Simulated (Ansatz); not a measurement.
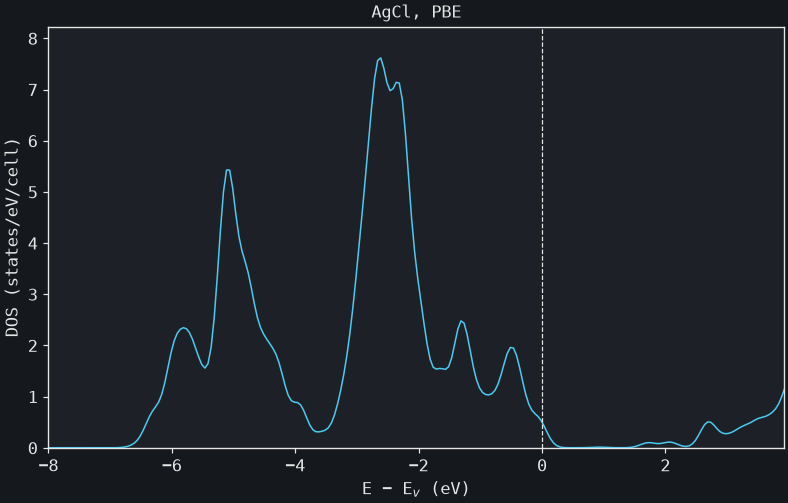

Density of states. Energies are counted from the top of the valence band. The curve is built from the levels of the k mesh with Gaussians 0.3 eV wide, which also blur the band edges.

System: AgCl, space group Fm-3m, 2 atoms in the cell, rocksalt type, hydrostatic strain −4.8%.

```cif
data_structure
_symmetry_space_group_name_H-M 'P 1'
_symmetry_Int_Tables_number 1
_cell_length_a 3.7348
_cell_length_b 3.7348
_cell_length_c 3.7348
_cell_angle_alpha 60.000
_cell_angle_beta 60.000
_cell_angle_gamma 60.000
_cell_volume 36.84
loop_
_atom_site_label
_atom_site_type_symbol
_atom_site_fract_x
_atom_site_fract_y
_atom_site_fract_z
_atom_site_occupancy
Ag1 Ag 0.00000 0.00000 0.00000 1
Cl1 Cl 0.50000 0.50000 0.50000 1
```

Level of theory: DFT, PBE, plane waves, PAW, no spin polarisation, 8×8×8 k mesh, 420 eV cutoff, Fermi-Dirac smearing of 0.02 eV; code Ansatz 0.2.0.

Metal or insulator, going by the density of states?

Answer. There is a gap; over the k points computed it is 0.93 eV (indirect; the smallest direct gap is 3.60 eV).

Where is the tallest peak of the filled states in the window?

Answer. Within the window shown, the tallest peak of the filled states lies 2.6 eV under the valence-band top, at about 7.6 states per eV and cell.

How wide is the upper valence band?

Answer. The upper group of valence states starts about 6.6 eV under the valence-band top, with a gap beneath it; it holds about 16 electrons a cell.

The cell is at 12 GPa in this functional.
